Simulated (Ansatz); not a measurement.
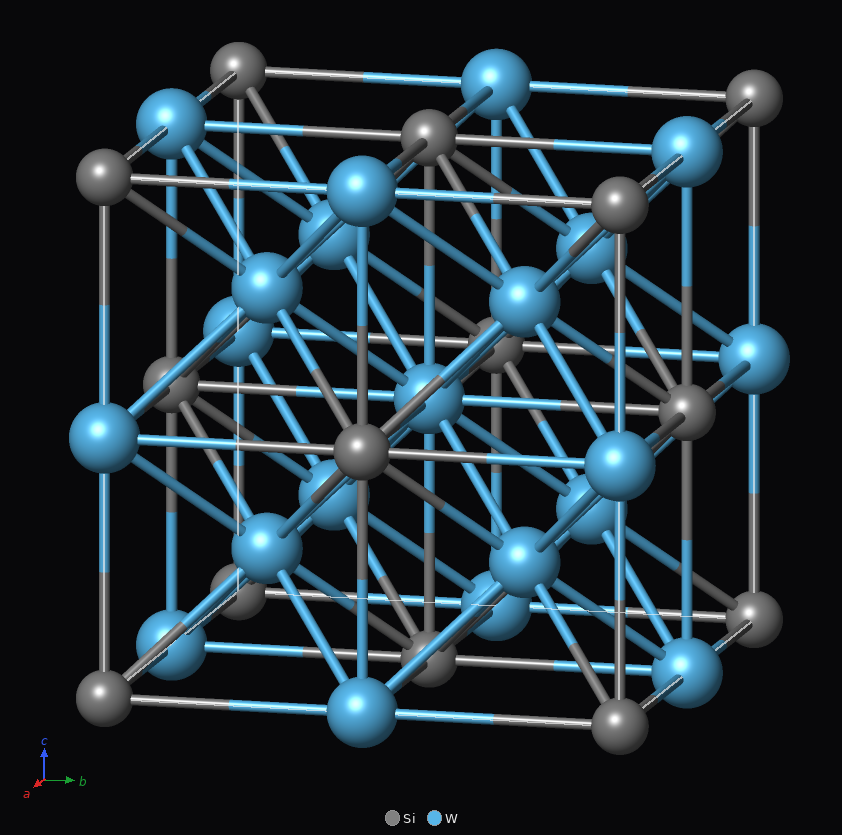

The figure gives a ball-and-stick picture of the atoms, viewed slightly off an axis. The lines enclose the conventional unit cell; boundary atoms appear with their images. Cell: a = 6.24 Å, b = 6.24 Å, c = 6.24 Å, α = 90.00°, β = 90.00°, γ = 90.00°.

Its origin is a structure type filled with these elements by a generator (whether the compound takes this form wasn't checked). Earlier steps of the study may have refined or changed the cell and positions. A calculation with Ansatz used it as input.

Q: Describe the crystal.

A: Its composition is SiW3. Space group Fm-3m (No. 225), lattice face-centred cubic. The arrangement is known as D0₃ (BiF₃ or Fe₃Al type). Counting shared atoms by their share gives 4 Si, 12 W, or 16 atoms. The Si atoms are each bonded to 14 W at about 2.7 to 3.1 Å. W takes two kinds of site: 8c with four Si and four W in a cubic arrangement (about 2.7 Å to Si, 2.7 Å to W); 4b with eight W and six Si (about 2.7 Å to W, 3.1 Å to Si). Not all metal-metal contacts are counted. The bonds build a three-dimensional framework.

Setup: DFT PBE, scalar-relativistic, plane waves, PAW in Ansatz 0.2.0; plane waves up to 420 eV, k-points about 0.12 Å⁻¹ apart, Gaussian smearing of 0.1 eV, no spin polarisation.

Q: Is it conducting or gapped at this level?

A: A metal: bands cross the Fermi level.

Q: State the Bader charges by element.

A: Si -0.17 e; W +0.06 e.

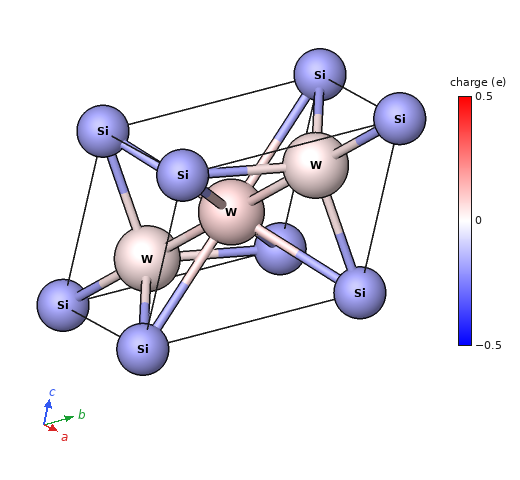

The atoms coloured by those charges. The run's cell of 4 atoms is drawn, so axes and origin can differ from the first picture.

Q: Does this geometry sit at a stationary point of the energy?

A: Yes. All forces vanish to within 0.01 eV/Å. The pressure is 0.0 GPa, close to zero.
